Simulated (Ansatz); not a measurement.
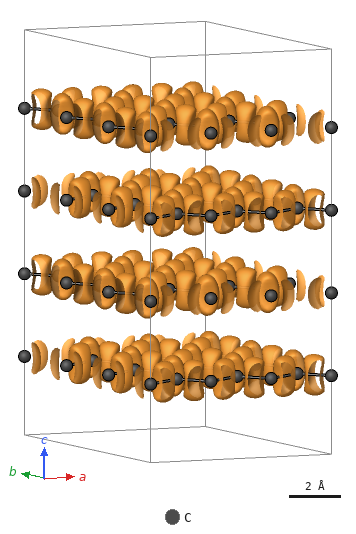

The picture shows: C (slab). Isosurface of the ELF at 0.7 (orange), seen at an oblique angle. Core shells and regions of very low density are left out. Sticks mark near contacts.

These are results of Ansatz 0.2.0, DFT PBE+D3(BJ), scalar-relativistic, plane waves, PAW, not measurements.

```xyz
8
Lattice="2.4650 0.0000 0.0000 -1.2325 2.1347 0.0000 0.0000 0.0000 25.1076" Properties=species:S:1:pos:R:3 pbc="T T T"
C     0.0000    0.0000    7.4999
C     1.2325    0.7116    7.4999
C     0.0000    0.0000   10.8691
C     0.0000    1.4232   10.8691
C     0.0000    0.0000   14.2385
C     1.2325    0.7116   14.2385
C     0.0000    0.0000   17.6077
C     0.0000    1.4232   17.6077
```

### Where are the electrons localised?

The surface consists of twelve regions between bonded C–C atoms (shared pairs), counted in one cell of 8 atoms. Counts are for one cell; the picture repeats the cell along the surface. Profiles from the grid: C–C (1.42 Å): the ELF peaks at about 0.95 between the atoms (a covalent bond).
